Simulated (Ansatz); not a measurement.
# Run report: MoS2, single-point calculation (part 1 of 2)

System: MoS2 (slab, 27 atoms in the cell).
Method: DFT PBEsol, scalar-relativistic, plane waves, PAW, no spin polarisation (Ansatz 0.2.0).

The structure derives from an entry of the Crystallography Open Database. It belongs to a series of runs on one base structure; here: repeats removed: -2.

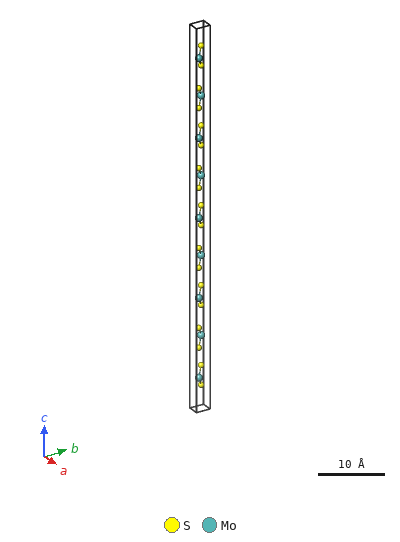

Fig. 1: The structure (ball-and-stick view of the cell of the calculation, with the vacuum cut short, seen slightly off an axis). An atom can appear more than once, as a periodic image. Near neighbours in the periodic cell (some may lie outside the picture): S has 3 Mo at 2.39 Å; Mo has 6 S at 2.39 Å.

**Summary**

- outcome: converged
- electrons treated: 234
- free energy: −60031.5053 eV
- work function, top face: 4.85 eV
- work function, bottom face: 4.85 eV
- Fermi energy: 8.413 eV
- gap on the k-point mesh: 1.09 eV
- work function (upper face): 4.85 eV
- largest force (length of the vector): 0.022 eV/Å
- hardware: 2 threads of AMD EPYC (Zen 3), 144 GiB of memory available, shared host
- wall time: 2 min (CPU time 4 min)
- peak memory: 1.7 GiB

**Input file**
```yaml
crystal:
  lattice:
    - [3.1414322221, 0.0, 0.0]
    - [-1.570716111, 2.7205601086, 0.0]
    - [0.0, 0.0, 68.4334702027]
  atoms:
    - { symbol: S, position: [0.3333333333, 0.6666666667, 0.1095954944] }
    - { symbol: Mo, position: [0.6666666667, 0.3333333333, 0.1323781524] }
    - { symbol: S, position: [0.3333333333, 0.6666666667, 0.1551608103] }
    - { symbol: S, position: [0.6666666667, 0.3333333333, 0.2015009563] }
    - { symbol: Mo, position: [0.3333333333, 0.6666666667, 0.2242836143] }
    - { symbol: S, position: [0.6666666667, 0.3333333333, 0.2470662722] }
    - { symbol: S, position: [0.3333333333, 0.6666666667, 0.2934064182] }
    - { symbol: Mo, position: [0.6666666667, 0.3333333333, 0.3161890762] }
    - { symbol: S, position: [0.3333333333, 0.6666666667, 0.3389717342] }
    - { symbol: S, position: [0.6666666667, 0.3333333333, 0.3853118801] }
    - { symbol: Mo, position: [0.3333333333, 0.6666666667, 0.4080945381] }
    - { symbol: S, position: [0.6666666667, 0.3333333333, 0.4308771961] }
    - { symbol: S, position: [0.3333333333, 0.6666666667, 0.477217342] }
    - { symbol: Mo, position: [0.6666666667, 0.3333333333, 0.5] }
    - { symbol: S, position: [0.3333333333, 0.6666666667, 0.522782658] }
    - { symbol: S, position: [0.6666666667, 0.3333333333, 0.5691228039] }
    - { symbol: Mo, position: [0.3333333333, 0.6666666667, 0.5919054619] }
    - { symbol: S, position: [0.6666666667, 0.3333333333, 0.6146881199] }
    - { symbol: S, position: [0.3333333333, 0.6666666667, 0.6610282658] }
    - { symbol: Mo, position: [0.6666666667, 0.3333333333, 0.6838109238] }
    - { symbol: S, position: [0.3333333333, 0.6666666667, 0.7065935818] }
    - { symbol: S, position: [0.6666666667, 0.3333333333, 0.7529337278] }
    - { symbol: Mo, position: [0.3333333333, 0.6666666667, 0.7757163857] }
    - { symbol: S, position: [0.6666666667, 0.3333333333, 0.7984990437] }
    - { symbol: S, position: [0.3333333333, 0.6666666667, 0.8448391897] }
    - { symbol: Mo, position: [0.6666666667, 0.3333333333, 0.8676218476] }
    - { symbol: S, position: [0.3333333333, 0.6666666667, 0.8904045056] }
basis:
  ecutwfc: 420
kpoints:
  mp_grid: { grid: [9, 9, 1] }
hamiltonian:
  xc: pbesol
scf:
  occupations: { method: gaussian, width: 0.05 }
output:
  forces: true
  stress: true
  eigenvalues: true
  write_density: true
  write_potential: true
  elf: true
  volumetric_format: npy
efield:
  axis: 3
  dipole_correction: true
  ramp_width: 0.04
```

Command:
```bash
ansatz run input.yaml --threads 2 --pin off --max-ram 5120MiB --backend cpu --events-out ev --progress --plain --runs-dir out
```

**The program's output**
```
Engine: ansatz 0.2.0, x86_64-unknown-linux-gnu
Pseudopotentials: kind: paw
Pseudopotential: S, paw, valence charge 6, recommended cutoff 420 eV (normal), S.paw.azcp
Pseudopotential: Mo, paw, valence charge 14, recommended cutoff 420 eV (normal), Mo.paw.azcp
Functional definition: PBEsol
  exchange = pbesol_x
  correlation = pbesol_c
Crystal: 27 atoms, lattice volume = 584.864 Å³
Basis set: ecut = 420 eV, 11305 PW (Γ), exchange–correlation on 48×48×960 points (8 copies of the dense FFT grid, shifted against one another)
Bands: 144, of which v1, the nominal top of the filled ones, is band 117 counted from 1 (116 counted from 0)
Symmetry: 6 space group operations
k-points: 12 of 81 (time reversal used)
Non-local potential: S, projectors of the file, l = 0: 2, l = 1: 2, l = 2: 2
Non-local potential: Mo, projectors of the file, l = 0: 3, l = 1: 2, l = 2: 2, l = 3: 1
PAW form: soft (Blöchl's): semilocal exchange-correlation on the pseudo side does not see the compensation charge
PAW frozen core: S, regenerated for the run's functional, and the local potential with it (the file was generated under x = pbe(κ = 0.804, μ = 0.2195149727645171), c = pbe(β = 0.06672455060314922))
PAW frozen core: Mo, regenerated for the run's functional, and the local potential with it (the file was generated under x = pbe(κ = 0.804, μ = 0.2195149727645171), c = pbe(β = 0.06672455060314922))
PAW one-centre angular grid: S, 110 points (default); XC on 64 Gauss nodes
PAW one-centre angular grid: Mo, 590 points (default); XC on 64 Gauss nodes
Initial density: superposition of atomic densities (neutral atoms: chi_scale 0, normalization atom), corrected by the library's trained network
Initial wavefunctions: pseudopotential atomic-orbital guess
Functional: x = pbesol(κ = 0.804, μ = 0.12345679012345678), c = pbesol(β = 0.046)
SCF iter   1: F=—  HF=-60031.489227 eV  |F-HF|=—  |Δ(HF+E_count)|=         —  Δρ=6.34e-3  dr2=2.71e-1  ethr=1.77e-3  p=0.000 e·Å  D=2.98e-13 V/Å  ΔV_dip=-0.00 eV  dr2_dipole=2.01e-6  V_vac-E_F(+/−)=4.78/4.79 eV  ⟨swp⟩=7.2  Hψ=7577  notcnv=0
efield: sawtooth ramp at fractional position 0.9800 (placed from the atoms, in the widest stretch of the axis that holds none; the zero of the levels goes with the place), width 0.0400; the density the first Hamiltonian is built on has a dipole p = 0.000 e·Å; the dipole correction subtracts the counter field D = 2.98e-13 V/Å, which shifts the + side's vacuum level by -0.00 eV against the − side's; the planar-averaged density in the ramp window peaks in size at 6.1e-5 e/Å³
preconditioner: auto → Resta (q_TF=auto, 2.342 Å⁻¹)  ε∞=7.2  [insulator: Δε(μ)=1.027 eV  Ē_g=7.830 eV  σ=0.050 eV  W_gap=1.00  n_scr=104 (ndim 8)  ℏωp=19.5 eV  f_vac=0.184  D(μ)=0.00/eV (n_scr^D=0)  ε∞_Penn≈7.2  vacuum switching on, ρ_ref=4.4e-3 e/Å³]
SCF iter   2: F=—  HF=-60031.495916 eV  |F-HF|=—  |Δ(HF+E_count)|=   6.69e-3  Δρ=3.38e-3  dr2=3.76e-2  ethr=1.16e-4  p=-0.000 e·Å  D=-8.10e-5 V/Å  ΔV_dip=0.01 eV  dr2_dipole=1.17e-6  V_vac-E_F(+/−)=4.90/4.90 eV  ⟨swp⟩=2.0  Hψ=2771  notcnv=0  defer=146
SCF iter   3: F=—  HF=-60031.502479 eV  |F-HF|=—  |Δ(HF+E_count)|=   6.56e-3  Δρ=1.75e-3  dr2=1.04e-2  ethr=1.61e-5  p=-0.000 e·Å  D=-1.92e-5 V/Å  ΔV_dip=0.00 eV  dr2_dipole=3.44e-9  V_vac-E_F(+/−)=4.87/4.87 eV  ⟨swp⟩=2.1  Hψ=2414  notcnv=0  defer=146
SCF iter   4: F=—  HF=-60031.505760 eV  |F-HF|=—  |Δ(HF+E_count)|=   3.28e-3  Δρ=3.08e-4  dr2=1.63e-3  ethr=4.43e-6  p=-0.000 e·Å  D=-6.61e-6 V/Å  ΔV_dip=0.00 eV  dr2_dipole=2.30e-9  V_vac-E_F(+/−)=4.85/4.85 eV  ⟨swp⟩=2.0  Hψ=2448  notcnv=0  defer=146
SCF iter   5: F=—  HF=-60031.505672 eV  |F-HF|=—  |Δ(HF+E_count)|=   8.80e-5  Δρ=1.27e-4  dr2=1.60e-4  ethr=6.98e-7  p=-0.000 e·Å  D=-5.34e-6 V/Å  ΔV_dip=0.00 eV  dr2_dipole=5.88e-10  V_vac-E_F(+/−)=4.86/4.86 eV  ⟨swp⟩=2.2  Hψ=2387  notcnv=0  defer=146
SCF iter   6: F=—  HF=-60031.505717 eV  |F-HF|=—  |Δ(HF+E_count)|=   4.48e-5  Δρ=3.84e-5  dr2=1.80e-5  ethr=6.83e-8  p=-0.000 e·Å  D=-1.78e-6 V/Å  ΔV_dip=0.00 eV  dr2_dipole=2.02e-9  V_vac-E_F(+/−)=4.85/4.85 eV  ⟨swp⟩=2.2  Hψ=2558  notcnv=0  defer=146
SCF iter   7: F=—  HF=-60031.505345 eV  |F-HF|=—  |Δ(HF+E_count)|=   3.72e-4  Δρ=1.31e-5  dr2=5.23e-6  ethr=7.68e-9  p=-0.000 e·Å  D=-7.05e-6 V/Å  ΔV_dip=0.00 eV  dr2_dipole=1.35e-8  V_vac-E_F(+/−)=4.85/4.85 eV  ⟨swp⟩=2.2  Hψ=2464  notcnv=0  defer=160
SCF iter   8: F=—  HF=-60031.505345 eV  |F-HF|=—  |Δ(HF+E_count)|=   6.82e-7  Δρ=9.91e-6  dr2=3.16e-6  ethr=2.23e-9  p=0.000 e·Å  D=4.45e-6 V/Å  ΔV_dip=-0.00 eV  dr2_dipole=1.26e-8  V_vac-E_F(+/−)=4.85/4.85 eV  ⟨swp⟩=2.0  Hψ=2328  notcnv=0  defer=160
SCF iter   9: F=—  HF=-60031.505345 eV  |F-HF|=—  |Δ(HF+E_count)|=   1.91e-7  Δρ=3.70e-6  dr2=2.37e-7  ethr=1.35e-9  p=-0.000 e·Å  D=-1.04e-6 V/Å  ΔV_dip=0.00 eV  dr2_dipole=1.27e-10  V_vac-E_F(+/−)=4.85/4.85 eV  ⟨swp⟩=2.1  Hψ=2160  notcnv=0  defer=164
SCF iter  10: F=—  HF=-60031.505345 eV  |F-HF|=—  |Δ(HF+E_count)|=   3.38e-8  Δρ=3.07e-6  dr2=1.43e-7  ethr=4.27e-11  p=-0.000 e·Å  D=-6.74e-7 V/Å  ΔV_dip=0.00 eV  dr2_dipole=8.44e-11  V_vac-E_F(+/−)=4.85/4.85 eV  ⟨swp⟩=16.8  Hψ=15093  notcnv=0
SCF iter  11: F=-60031.505345 eV  HF=-60031.505345 eV  |F-HF|=5.81e-9  |Δ(HF+E_count)|=   1.57e-8  Δρ=9.26e-7  dr2=1.69e-8  ethr=4.27e-11  p=-0.000 e·Å  D=-1.24e-7 V/Å  ΔV_dip=0.00 eV  dr2_dipole=4.32e-12  V_vac-E_F(+/−)=4.85/4.85 eV  ⟨swp⟩=9.1  Hψ=11605  notcnv=0
SCF 1 converged in 11 iterations: F = -60031.505345 eV  dr2 = 1.69e-8
  greatest PAW one-centre occupation: 0.999 electrons in one spin orbital (limit 2), on the Mo atom at site 7 (counted from 0), in its partial waves of l = 0
```

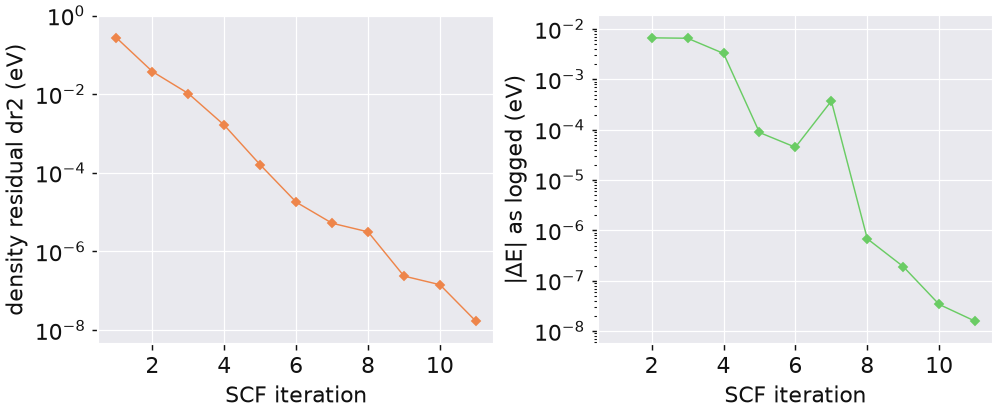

Fig. 2: Convergence of the self-consistent field: density residual dr2 and size of the energy change against the SCF iteration. The residual falls at every step.

```
SCF converged after 11 iterations
Free energy (F): -60031.505345 eV
Harris-Foulkes:  -60031.505345 eV  (|F-HF|=5.81e-9)
Internal energy: -60031.505345 eV  (E = F + TS)
E sigma→0 (E₀):  -60031.505345 eV
Fermi energy:    8.412796 eV
Dipole field:    D = -0.000002 V/Å  (p = -0.000006 e·Å, saw-weighted, corrected)
Work function:   Φ+ = 4.8456 eV   Φ− = 4.8455 eV
Levels:          The Fermi level and band energies are counted from a zero that moves with the ramp; work functions are not
--- Per-component energies (eV) ---
  E_band       = -2090.790974
  E_kinetic    = 5909.875105
  E_local      = -223144.014689  (includes V_loc(G=0)·N_el)
  E_nonlocal   = 1812.849549
  E_hartree    = 109182.947259
  E_xc         = -3382.274556
  E_vxc        = -3642.707381  (∫ρ·V_xc dr)
  E_paw        = -38807.243857  (= ΣΔE_a)
  E_vpaw       = -1392.664283  (= ΣTr[D̂ρ^β])
  E_aug_tail   = 0.000274  (compensation charges beyond the density's cutoff)
  E_efield     = 0.000000  (sawtooth field / dipole correction)
  E_vefield    = 0.000000  (∫n·V_field dr)
  E_ewald      = 88393.356788
  E_core_change = 2.998781  (= ΣΔE_core)
  E_smearing   = -0.000000  (= −TS)
  E_closure    = -0.000000  (closes the sum)
  Σ components = -60031.505345   (vs F -60031.505345, Δ=0.00e0)
--- Forces (eV/Å), atoms counted from 1 ---
  atom   1  S      0.00000000     0.00000000     0.02129897
  atom   2  Mo     0.00000000     0.00000000    -0.02233171
  atom   3  S      0.00000000     0.00000000     0.00131059
  atom   4  S     -0.00000000    -0.00000000     0.00036751
  atom   5  Mo    -0.00000000    -0.00000000    -0.00018830
  atom   6  S     -0.00000000    -0.00000000    -0.00070233
  atom   7  S      0.00000000     0.00000000     0.00069474
  atom   8  Mo    -0.00000000     0.00000000    -0.00001073
  atom   9  S      0.00000000     0.00000000    -0.00069402
  atom  10  S     -0.00000000    -0.00000000     0.00069334
  atom  11  Mo    -0.00000000    -0.00000000    -0.00000312
  atom  12  S      0.00000000    -0.00000000    -0.00069286
  atom  13  S      0.00000000     0.00000000     0.00069531
  atom  14  Mo     0.00000000     0.00000000     0.00000098
  atom  15  S      0.00000000     0.00000000    -0.00069532
  atom  16  S     -0.00000000    -0.00000000     0.00069192
  atom  17  Mo    -0.00000000    -0.00000000     0.00000556
  atom  18  S     -0.00000000    -0.00000000    -0.00069263
  atom  19  S      0.00000000     0.00000000     0.00069119
  atom  20  Mo     0.00000000     0.00000000     0.00001216
  atom  21  S      0.00000000     0.00000000    -0.00069186
  atom  22  S      0.00000000    -0.00000000     0.00070406
  atom  23  Mo    -0.00000000    -0.00000000     0.00019034
  atom  24  S     -0.00000000    -0.00000000    -0.00036989
  atom  25  S      0.00000000     0.00000000    -0.00130301
  atom  26  Mo     0.00000000     0.00000000     0.02233261
  atom  27  S      0.00000000     0.00000000    -0.02130713
  max |Σ_I F_I| component: 6.37e-6 eV/Å
--- Stress (GPa, compression-positive) ---
       -0.017093       0.000000       0.000000
        0.000000      -0.017093      -0.000000
        0.000000       0.000000      -0.019168
  P = ⅓ Tr σ = -0.0178 GPa (-0.178 kbar)
--- Band table (eV; the first three rows and the last of 12) ---
```
